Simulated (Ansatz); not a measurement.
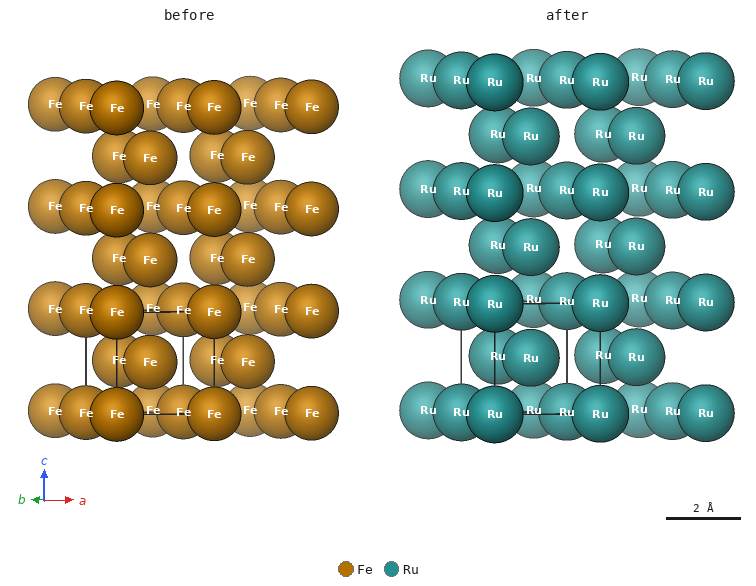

Left: crystalline Fe (set up in Im-3m). Right: the same structure after one change, at the same scale. Style: spheres-only. Shown: the conventional cell (2 times the calculation's cell), repeated 2 × 2 × 3 with one cell outlined, from a free direction. Lengths and directions refer to the drawn axes.

These are results of DFT PBEsol, scalar-relativistic, plane waves, PAW (Ansatz 0.2.0), not measurements. Settings: plane-wave cutoff 420 eV; k-point mesh 20 × 20 × 20; occupations gaussian; smearing width 0.1 eV. Spin polarisation is switched on in some of the runs only.

What distinguishes the right structure from the left one?

Every iron atom is replaced by ruthenium, which gives Ru. Cell and atoms are relaxed again (to zero pressure within 0.1 GPa, forces under 0.01 eV/Å).

What does the change do?

The volume per atom goes from 10.81 to 13.75 Å³. The absolute magnetisation per cell goes from 2.16 to 0.00 μB (net moment 2.08 and 0.00 μB). The volume changes by +27.2 %, with a = b = c 2.786 → 3.018 Å (+8.3 %). The space group stays Im-3m (No. 229).
